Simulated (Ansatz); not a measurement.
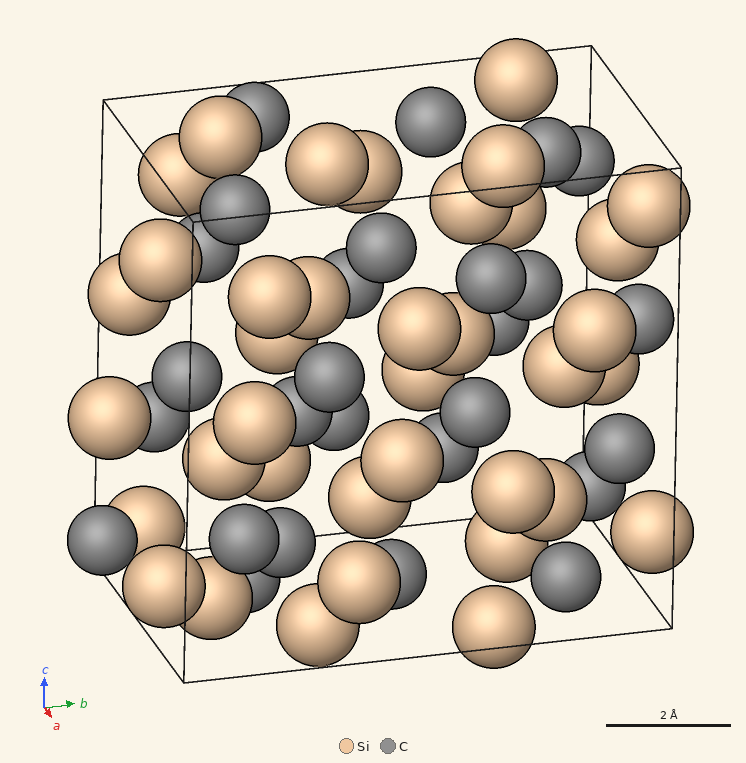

The crystal in a spheres-only representation, seen slightly off an axis. The outline marks the simulation cell. Cell: a = 7.999 Å, b = 7.999 Å, c = 7.999 Å, α = 84.05°, β = 84.05°, γ = 84.05°.

Give a description of the structure.

Its composition is Si₂₅C₂₄. It takes space group R3 (No. 146) on a rhombohedral (trigonal R) lattice. The cell comprises 1 formula unit: 25 Si, 24 C.

The structure comes from a structure listed in the Materials Project, repeated into a supercell with a point defect put in. The atoms were relaxed in a fixed cell with DFT PBE, scalar-relativistic, plane waves, PAW (Ansatz).
